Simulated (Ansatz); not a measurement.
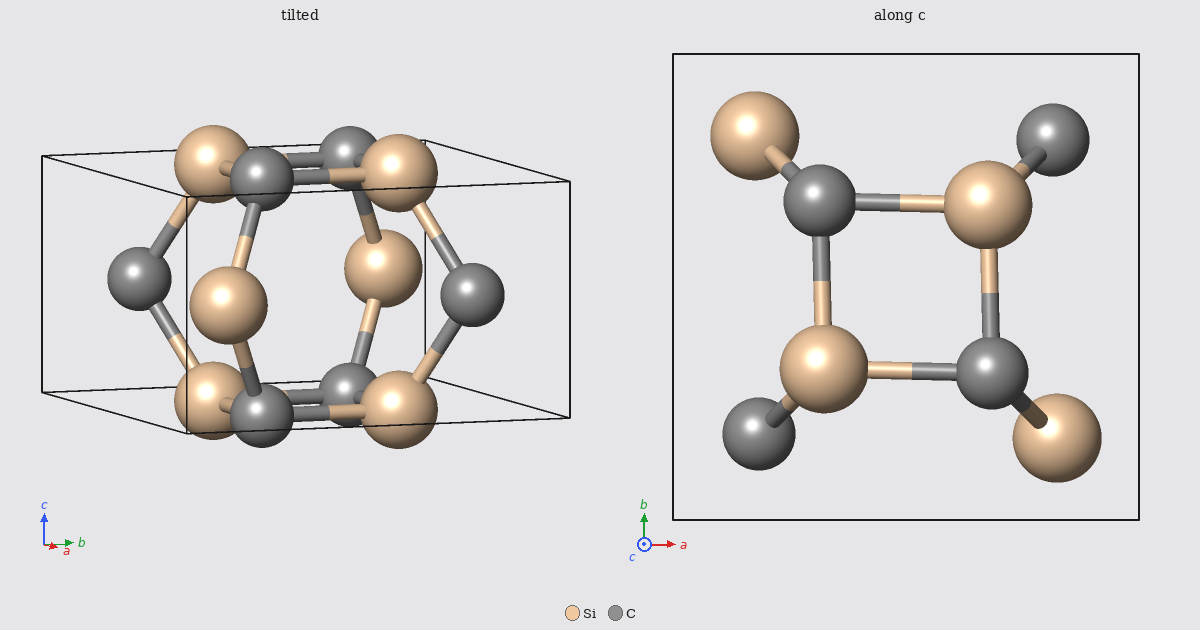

This ball-and-stick model is shown slightly off an axis and along the c axis. Atoms at the boundary of the conventional unit cell (the box) are drawn once for each face, edge or corner they touch.

SiC, space group P4_2/mnm (No. 136), a = 5.323 Å, b = 5.323 Å, c = 3.093 Å, α = 90.00°, β = 90.00°, γ = 90.00°. Source of the structure: a structure type filled with these elements by a generator (whether the compound takes this form wasn't checked). Earlier steps of the study may have refined or changed the cell and positions. It was run through Ansatz as a DFT input.

This one geometry was computed with Ansatz (DFT, plane waves, PAW) at three levels of theory: LDA, PBE and r2SCAN.

### Which level gives the highest pressure at this volume, and what does that say about its equilibrium volume?

Highest: PBE (0.0 GPa), which points to the largest equilibrium volume. Lowest, with the smallest volume: LDA (-7.1 GPa). Levels within 0.5 GPa of each other can't be told apart.

### How does the band gap change with the level of theory?

LDA: a gap of 1.97 eV, indirect; PBE: a gap of 2.10 eV, indirect; r2SCAN: a gap of 2.46 eV, indirect.

### Collect the results in a table.

| level | cutoff (eV) | k-mesh of the run's cell | gap (eV) | pressure (GPa) |
| --- | --- | --- | --- | --- |
| LDA | 420 | 6×6×10 | 1.97 | -7.1 |
| PBE | 420 | 6×6×10 | 2.10 | 0.0 |
| r2SCAN | 500 | 6×6×10 | 2.46 | -3.7 |

Gaps are taken on the k-mesh or band path of each run.
